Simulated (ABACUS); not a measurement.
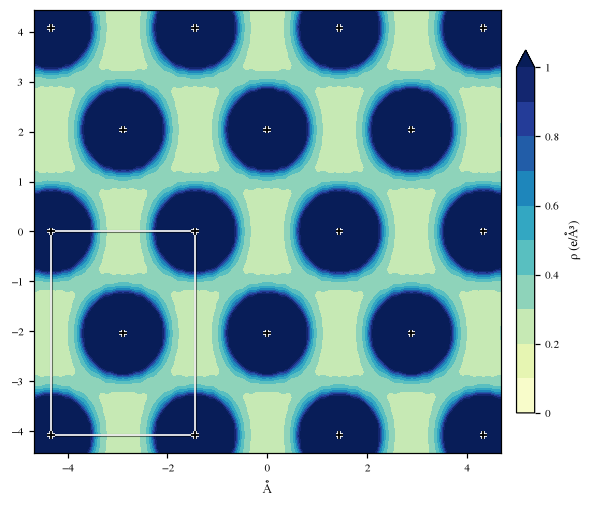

The valence charge density (pseudo) on a plane through atoms (crosses mark nuclei in the plane).

All numbers below come from Kohn-Sham DFT of a periodic cell, SCAN, SG15 ONCV 1.2 PBE in ABACUS.

Candidates:
A. Fe, a = 2.89 Å, b = 2.89 Å, c = 2.89 Å, α = 90.00°, β = 90.00°, γ = 90.00°. Space group Im-3m; spin-polarised.
B. Nb, a = 3.33 Å, b = 3.33 Å, c = 3.33 Å, α = 90.00°, β = 90.00°, γ = 90.00°. Space group Im-3m; computed pressure about −4 GPa in this cell.

> Which candidate gave the map?

Candidate A: Fe on the (101) plane of the conventional cell, which holds Fe. Fe–Fe (2.50 Å): ρ at the midpoint is about 0.32 e/Å³.
